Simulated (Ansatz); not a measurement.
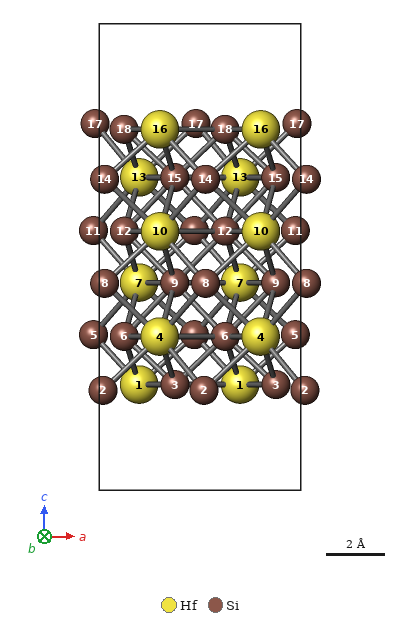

Fig. 1: The structure as given in the input (ball-and-stick view of the 2 × 1 repeat of the cell, with the vacuum cut short, along the b axis; atoms are numbered from 1 in the order of the input).

Run report: HfSi2, single-point calculation (part 1 of 2)

- system: HfSi2 (slab, 18 atoms in the cell)
- method: DFT PBEsol, spin-orbit coupling, plane waves, PAW (Ansatz 0.2.0)

The run did not end well. It belongs to a series of runs on one base structure; here: bands of the relaxed slab with spin-orbit coupling. Figures and captions count atoms from 1; the log counts them from 0 in places.

## Log
```
scf.n_extra_bands = 84 over 204 filled bands (N_el = 204.0): the run solves 288 bands
Engine: ansatz 0.2.0, x86_64-unknown-linux-gnu
Pseudopotentials: kind: paw_fr
Pseudopotential: Hf, paw_fr, valence charge 26, recommended cutoff 420 eV (normal), Hf.paw.azcp#standard-fr
Pseudopotential: Si, paw_fr, valence charge 4, recommended cutoff 420 eV (normal), Si.paw.azcp#standard-fr
Functional definition: PBEsol
  exchange = pbesol_x
  correlation = pbesol_c
non-collinear run that drives no moment, with spin-orbit: no starting moment large enough to seed its density (crystal.atoms[].spin), no starting occupations that ask for one, no magnetisation constraint and no magnetic field, so the semilocal B_xc is pinned to zero
Crystal: 18 atoms, lattice volume = 630.622 Å³
Basis set: ecut = 420 eV, 12285 PW (Γ), exchange–correlation on 50×100×324 points (8 copies of the dense FFT grid, shifted against one another)
Bands: 288, of which v1, the nominal top of the filled ones, is band 204 counted from 1 (203 counted from 0)
Symmetry: 1 space group operations + 1 with time reversal
k-points: 26 of 50 (time reversal used)
Projection manifold: j_resolved (fully-relativistic pseudo-atomic orbitals)
Non-local potential: Hf, projectors of the file, l = 0: 3, l = 1: 4, l = 2: 4, l = 3: 6
Non-local potential: Si, projectors of the file, l = 0: 2, l = 1: 4, l = 2: 4
PAW form: soft (Blöchl's): semilocal exchange-correlation on the pseudo side does not see the compensation charge
PAW frozen core: Hf, regenerated for the run's functional, and the local potential with it (the file was generated under x = pbe(κ = 0.804, μ = 0.2195149727645171), c = pbe(β = 0.06672455060314922))
PAW frozen core: Si, regenerated for the run's functional, and the local potential with it (the file was generated under x = pbe(κ = 0.804, μ = 0.2195149727645171), c = pbe(β = 0.06672455060314922))
PAW one-centre angular grid: Hf, 590 points (default); XC on 64 Gauss nodes
PAW one-centre angular grid: Si, 110 points (default); XC on 64 Gauss nodes
Initial density: superposition of atomic densities (neutral atoms: chi_scale 0, normalization atom)
Initial wavefunctions: pseudopotential atomic-orbital guess
Functional: x = pbesol(κ = 0.804, μ = 0.12345679012345678), c = pbesol(β = 0.046)
SCF iter   1: F=—  HF=-101166.134334 eV  |F-HF|=—  |Δ(HF+E_count)|=         —  Δρ=2.82e-2  dr2=2.53e1  dr2_m=0.00e0 (ungated)  ethr=3.10e-3  |M|=0.00e0 ∫|m|=0.00e0 μB  |m|>n=0.0e0 m-floor=0.0e0 τ_xc=0.0e0  β_m=1.00  p=0.000 e·Å  D=4.27e-13 V/Å  ΔV_dip=-0.00 eV  dr2_dipole=4.52e-7  V_vac-E_F(+/−)=7.27/7.27 eV  ⟨swp⟩=8.2  Hψ=42639  notcnv=0  defer=1048
efield: sawtooth ramp at fractional position 0.9800 (placed from the atoms, in the widest stretch of the axis that holds none; the zero of the levels goes with the place), width 0.0400; the density the first Hamiltonian is built on has a dipole p = 0.000 e·Å; the dipole correction subtracts the counter field D = 4.27e-13 V/Å, which shifts the + side's vacuum level by -0.00 eV against the − side's; the planar-averaged density in the ramp window peaks in size at 7.5e-8 e/Å³
preconditioner: auto → LDOS  [metal: Δε(μ)=0.012 eV  Ē_g=11.841 eV  σ=0.100 eV  W_gap=0.07  n_scr=132 (ndim 8)  ℏωp=18.5 eV  f_vac=0.464  D(μ)=5.76/eV (n_scr^D=22)  β→1.0]
spin=Noncollinear: LDOS preconditioning applied to the charge; magnetization (m_x, m_y, m_z) channels mix plain (no charge-response kernel on spin).
SCF iter   2: F=—  HF=-101164.066107 eV  |F-HF|=—  |Δ(HF+E_count)|=    2.07e0  Δρ=2.14e-2  dr2=1.38e1  dr2_m=0.00e0 (ungated)  ethr=3.10e-3  |M|=0.00e0 ∫|m|=0.00e0 μB  |m|>n=0.0e0 m-floor=0.0e0 τ_xc=0.0e0  β_m=0.80  p=-0.001 e·Å  D=-3.51e-4 V/Å  ΔV_dip=0.01 eV  dr2_dipole=1.45e-4  V_vac-E_F(+/−)=3.23/3.22 eV  ⟨swp⟩=3.9  Hψ=14664  notcnv=0  defer=1990
SCF iter   3: F=—  HF=-101161.959909 eV  |F-HF|=—  |Δ(HF+E_count)|=    2.11e0  Δρ=5.26e-3  dr2=6.70e-1  dr2_m=0.00e0 (ungated)  ethr=3.10e-3  |M|=0.00e0 ∫|m|=0.00e0 μB  |m|>n=0.0e0 m-floor=0.0e0 τ_xc=0.0e0  β_m=0.70  p=0.000 e·Å  D=9.30e-8 V/Å  ΔV_dip=-0.00 eV  dr2_dipole=6.49e-8  V_vac-E_F(+/−)=4.81/4.81 eV  ⟨swp⟩=3.2  Hψ=16224  notcnv=0  defer=1974
SCF iter   4: F=—  HF=-101161.797411 eV  |F-HF|=—  |Δ(HF+E_count)|=   1.62e-1  Δρ=1.47e-3  dr2=4.20e-2  dr2_m=0.00e0 (ungated)  ethr=3.29e-4  |M|=0.00e0 ∫|m|=0.00e0 μB  |m|>n=0.0e0 m-floor=0.0e0 τ_xc=0.0e0  β_m=0.64  p=-0.000 e·Å  D=-9.04e-6 V/Å  ΔV_dip=0.00 eV  dr2_dipole=7.07e-8  V_vac-E_F(+/−)=4.52/4.52 eV  ⟨swp⟩=2.6  Hψ=10914  notcnv=0  defer=1970
SCF iter   5: F=—  HF=-101161.786478 eV  |F-HF|=—  |Δ(HF+E_count)|=   1.09e-2  Δρ=5.11e-4  dr2=3.20e-3  dr2_m=0.00e0 (ungated)  ethr=2.06e-5  |M|=0.00e0 ∫|m|=0.00e0 μB  |m|>n=0.0e0 m-floor=0.0e0 τ_xc=0.0e0  β_m=0.62  p=-0.000 e·Å  D=-6.68e-6 V/Å  ΔV_dip=0.00 eV  dr2_dipole=4.25e-8  V_vac-E_F(+/−)=4.38/4.38 eV  ⟨swp⟩=3.0  Hψ=14377  notcnv=0  defer=1970
SCF iter   6: F=—  HF=-101161.786026 eV  |F-HF|=—  |Δ(HF+E_count)|=   4.52e-4  Δρ=1.90e-4  dr2=3.63e-4  dr2_m=0.00e0 (ungated)  ethr=1.57e-6  |M|=0.00e0 ∫|m|=0.00e0 μB  |m|>n=0.0e0 m-floor=0.0e0 τ_xc=0.0e0  β_m=0.61  p=-0.000 e·Å  D=-3.12e-6 V/Å  ΔV_dip=0.00 eV  dr2_dipole=6.63e-9  V_vac-E_F(+/−)=4.34/4.34 eV  ⟨swp⟩=2.1  Hψ=10596  notcnv=0  defer=1970
SCF iter   7: F=—  HF=-101161.786108 eV  |F-HF|=—  |Δ(HF+E_count)|=   8.25e-5  Δρ=5.72e-5  dr2=3.37e-5  dr2_m=0.00e0 (ungated)  ethr=1.78e-7  |M|=0.00e0 ∫|m|=0.00e0 μB  |m|>n=0.0e0 m-floor=0.0e0 τ_xc=0.0e0  β_m=0.72  p=-0.000 e·Å  D=-1.97e-6 V/Å  ΔV_dip=0.00 eV  dr2_dipole=6.16e-10  V_vac-E_F(+/−)=4.33/4.33 eV  ⟨swp⟩=2.3  Hψ=10585  notcnv=0  defer=1970
SCF iter   8: F=—  HF=-101161.786583 eV  |F-HF|=—  |Δ(HF+E_count)|=   4.74e-4  Δρ=2.32e-5  dr2=9.66e-6  dr2_m=0.00e0 (ungated)  ethr=1.65e-8  |M|=0.00e0 ∫|m|=0.00e0 μB  |m|>n=0.0e0 m-floor=0.0e0 τ_xc=0.0e0  β_m=0.66  p=-0.000 e·Å  D=-2.96e-7 V/Å  ΔV_dip=0.00 eV  dr2_dipole=6.85e-12  V_vac-E_F(+/−)=4.33/4.33 eV  ⟨swp⟩=2.5  Hψ=12309  notcnv=0  defer=1970
SCF iter   9: F=—  HF=-101161.786583 eV  |F-HF|=—  |Δ(HF+E_count)|=   2.26e-7  Δρ=6.90e-6  dr2=6.25e-7  dr2_m=0.00e0 (ungated)  ethr=4.74e-9  |M|=0.00e0 ∫|m|=0.00e0 μB  |m|>n=0.0e0 m-floor=0.0e0 τ_xc=0.0e0  β_m=0.65  p=-0.000 e·Å  D=-6.23e-8 V/Å  ΔV_dip=0.00 eV  dr2_dipole=8.92e-12  V_vac-E_F(+/−)=4.33/4.33 eV  ⟨swp⟩=2.0  Hψ=10383  notcnv=0  defer=1970
SCF iter  10: F=-101161.786583 eV  HF=-101161.786583 eV  |F-HF|=1.18e-8  |Δ(HF+E_count)|=   3.36e-7  Δρ=2.75e-6  dr2=8.49e-8  dr2_m=0.00e0 (ungated)  ethr=4.90e-11  |M|=0.00e0 ∫|m|=0.00e0 μB  |m|>n=0.0e0 m-floor=0.0e0 τ_xc=0.0e0  p=-0.000 e·Å  D=-3.62e-8 V/Å  ΔV_dip=0.00 eV  dr2_dipole=1.21e-12  V_vac-E_F(+/−)=4.33/4.33 eV  ⟨swp⟩=26.8  Hψ=81909  notcnv=0
SCF 1 converged in 10 iterations: F = -101161.786583 eV  dr2 = 8.49e-8
  greatest PAW one-centre occupation: 0.998 electrons in one spin orbital (limit 2), on the Hf atom at site 3 (counted from 0), in its partial waves of l = 0
```

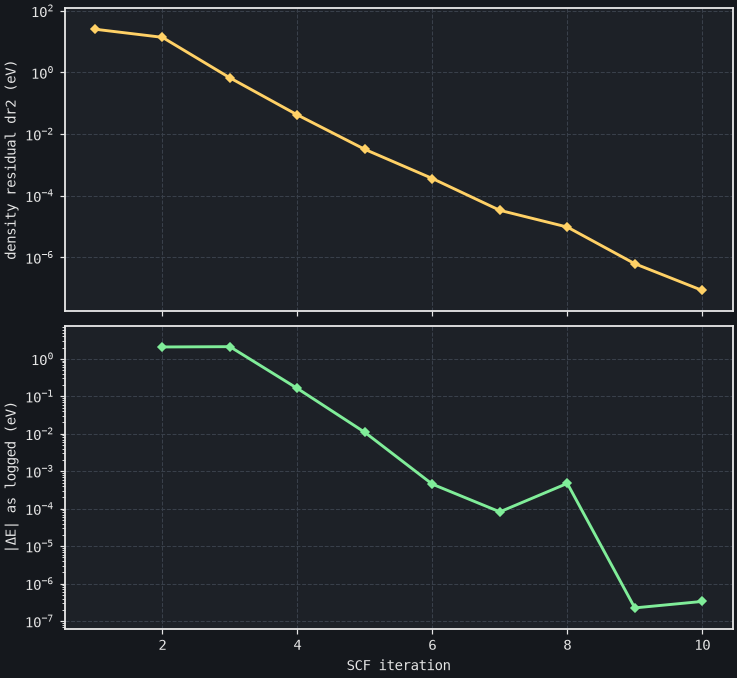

Fig. 2: Convergence of the self-consistent field: density residual dr2 and size of the energy change against the SCF iteration. The residual falls at every step. The field converged; the run failed or was cut off later.

```
NSCF: frozen V_eff on 49 k-points
efield: sawtooth ramp at fractional position 0.9800 (kept from the solve that this one continues, or follows in the run), width 0.0400; the density the first Hamiltonian is built on has a dipole p = -0.000 e·Å; the dipole correction subtracts the counter field D = -3.62e-8 V/Å, which shifts the + side's vacuum level by +0.00 eV against the − side's; the planar-averaged density in the ramp window peaks in size at 4.1e-7 e/Å³
WARN: the run was ended behind the SCF: a stop after 30 completed k-points of an NSCF pass taken by its consumer. The result of record stands; what else was asked for is given out only as far as it was finished by then, or is formed of that. The run will not end as completed
SCF converged after 10 iterations
Magnetization: |M| = 0.0000 μB,  M = (+0.0000, +0.0000, +0.0000) μB
Absolute magnetization: 0.0000 μB (∫|m|)
  site 0: m = (+0.0000, +0.0000, +0.0000) μB, |m| = 0.0000 μB  (R = 1.08 Å)
  site 1: m = (+0.0000, +0.0000, +0.0000) μB, |m| = 0.0000 μB  (R = 0.98 Å)
  site 2: m = (+0.0000, +0.0000, +0.0000) μB, |m| = 0.0000 μB  (R = 1.03 Å)
  site 3: m = (+0.0000, +0.0000, +0.0000) μB, |m| = 0.0000 μB  (R = 1.11 Å)
  site 4: m = (+0.0000, +0.0000, +0.0000) μB, |m| = 0.0000 μB  (R = 0.98 Å)
  site 5: m = (+0.0000, +0.0000, +0.0000) μB, |m| = 0.0000 μB  (R = 1.03 Å)
  site 6: m = (+0.0000, +0.0000, +0.0000) μB, |m| = 0.0000 μB  (R = 1.10 Å)
  site 7: m = (+0.0000, +0.0000, +0.0000) μB, |m| = 0.0000 μB  (R = 0.99 Å)
  site 8: m = (+0.0000, +0.0000, +0.0000) μB, |m| = 0.0000 μB  (R = 1.06 Å)
  site 9: m = (+0.0000, +0.0000, +0.0000) μB, |m| = 0.0000 μB  (R = 1.10 Å)
  site 10: m = (+0.0000, +0.0000, +0.0000) μB, |m| = 0.0000 μB  (R = 0.99 Å)
  site 11: m = (+0.0000, +0.0000, +0.0000) μB, |m| = 0.0000 μB  (R = 1.06 Å)
  site 12: m = (+0.0000, +0.0000, +0.0000) μB, |m| = 0.0000 μB  (R = 1.11 Å)
  site 13: m = (+0.0000, +0.0000, +0.0000) μB, |m| = 0.0000 μB  (R = 0.98 Å)
  site 14: m = (+0.0000, +0.0000, +0.0000) μB, |m| = 0.0000 μB  (R = 1.03 Å)
  site 15: m = (+0.0000, +0.0000, +0.0000) μB, |m| = 0.0000 μB  (R = 1.08 Å)
  site 16: m = (+0.0000, +0.0000, +0.0000) μB, |m| = 0.0000 μB  (R = 0.98 Å)
  site 17: m = (+0.0000, +0.0000, +0.0000) μB, |m| = 0.0000 μB  (R = 1.03 Å)
Free energy (F): -101161.786583 eV
Harris-Foulkes:  -101161.786583 eV  (|F-HF|=1.18e-8)
Internal energy: -101161.761556 eV  (E = F + TS)
E sigma→0 (E₀):  -101161.774069 eV
Entropy (-TS):   -0.025027 eV (-1.390 meV/atom)
Fermi energy:    4.703342 eV
Dipole field:    D = -0.000001 V/Å  (p = -0.000003 e·Å, saw-weighted, corrected)
Work function:   Φ+ = 4.3282 eV   Φ− = 4.3281 eV
Levels:          The Fermi level and band energies are counted from a zero that moves with the ramp; work functions are not
--- Per-component energies (eV) ---
  E_band       = -2170.616442
  E_kinetic    = 3042.619220
  E_local      = -215478.779042  (includes V_loc(G=0)·N_el)
  E_nonlocal   = -7131.527653
  E_hartree    = 105532.612676
  E_xc         = -2448.995380
  E_vxc        = -2169.052268  (∫ρ·V_xc dr)
  E_paw        = -46933.353370  (= ΣΔE_a)
  E_vpaw       = 8500.932185  (= ΣTr[D̂ρ^β])
  E_aug_tail   = 0.000068  (compensation charges beyond the density's cutoff)
  E_efield     = 0.000000  (sawtooth field / dipole correction)
  E_vefield    = 0.000000  (∫n·V_field dr)
  E_ewald      = 62247.746691
  E_core_change = 7.915234  (= ΣΔE_core)
  E_smearing   = -0.025027  (= −TS)
  E_closure    = 0.000000  (closes the sum)
  Σ components = -101161.786583   (vs F -101161.786583, Δ=0.00e0)
--- Forces (eV/Å), atoms counted from 1 ---
  atom   1  Hf     0.00249208     0.00037539     0.02028189
  atom   2  Si    -0.00075723    -0.01537821     0.00770908
  atom   3  Si    -0.00048312     0.01222701    -0.00810925
  atom   4  Hf     0.00013378     0.01164974     0.02278294
  atom   5  Si    -0.00089636     0.01371384     0.01034621
  atom   6  Si    -0.00020557    -0.00979082    -0.01061584
  atom   7  Hf    -0.00045833     0.00431337    -0.01288989
  atom   8  Si     0.00085605    -0.01482332    -0.01407236
  atom   9  Si    -0.00084141    -0.00203596    -0.00159910
  atom  10  Hf     0.00045831    -0.00431440     0.01289007
  atom  11  Si    -0.00085615     0.01482156     0.01407172
  atom  12  Si     0.00084152     0.00203795     0.00159836
  atom  13  Hf    -0.00013387    -0.01164893    -0.02278250
  atom  14  Si     0.00089669    -0.01371531    -0.01034436
  atom  15  Si     0.00020544     0.00979202     0.01061664
  atom  16  Hf    -0.00249208    -0.00037525    -0.02028467
  atom  17  Si     0.00075733     0.01537850    -0.00771012
  atom  18  Si     0.00048308    -0.01222795     0.00810973
  max |Σ_I F_I| component: 1.45e-6 eV/Å
--- Band table (eV; the first three rows and the last of 26) ---
```
